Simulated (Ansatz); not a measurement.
Input file:

```
crystal:
  lattice:
    - [3.67, 0.0, 0.0]
    - [-1.835, 3.1783132319, 0.0]
    - [0.0, 0.0, 5.89]
  atoms:
    - { symbol: Sn, position: [0.0, 0.0, 0.0] }
    - { symbol: S, position: [0.3333333333, 0.6666666667, 0.25] }
    - { symbol: S, position: [0.6666666667, 0.3333333333, 0.75] }
scf:
  occupations: { method: gaussian, width: 0.01 }
  n_extra_bands: 6
output:
  forces: true
  stress: true
  write_density: true
  write_potential: true
  elf: true
  volumetric_format: npy
kpoints:
  mp_grid: { grid: [12, 12, 8] }
hamiltonian:
  xc: pbesol
relax:
  f_tol: 0.003
  max_steps: 100
```

Run with:

```sh
ansatz run input.yaml --threads 8 --pin off --max-ram 24576MiB --backend cpu --events-out ev --progress --plain --runs-dir out
```

Below, planes, directions and counts refer to the conventional cell (a = 3.67 Å, b = 3.67 Å, c = 5.89 Å, α = 90.00°, β = 90.00°, γ = 120.00°).

The fields are those of the run's last geometry, not of the input's.

Space group P-3m1; a generated structure, not necessarily the stable one.

Level of theory: DFT PBEsol, scalar-relativistic, plane waves, PAW (Ansatz 0.2.0).

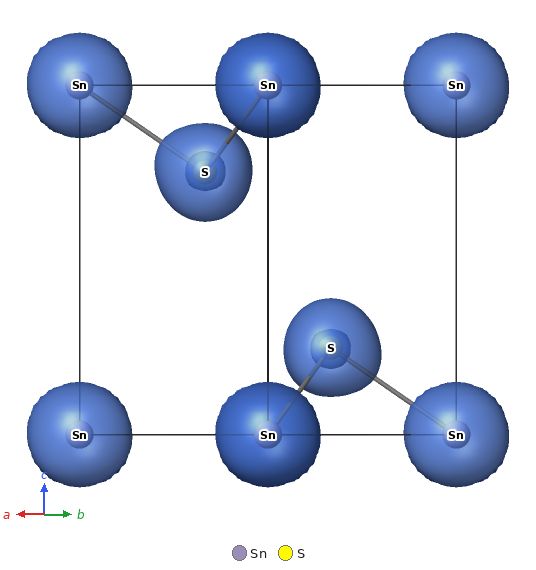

SnS2. Isosurface of the valence charge density (pseudo) at 0.8 e/Å³ (blue), seen along [110]. Sticks mark near contacts.

In a PAW calculation such maps are meaningful between the atoms, not at the nuclei.

Which contacts does the surface bridge?

At this value the density breaks into separate islands; it holds about 55 % of the electrons treated as valence (semicore included). It bridges none of the near contacts. It is pinched off along the sampled Sn–S (2.58 Å) contacts. On the grid the lowest density along these lines, outside the cores, is 0.43 e/Å³ (Sn–S, 2.58 Å).

Does the calculation make it a metal, or give it a gap?

It is gapped, with a Kohn–Sham gap of 1.3 eV on the k-point mesh (the band edges may lie off the mesh, which would make the gap smaller).
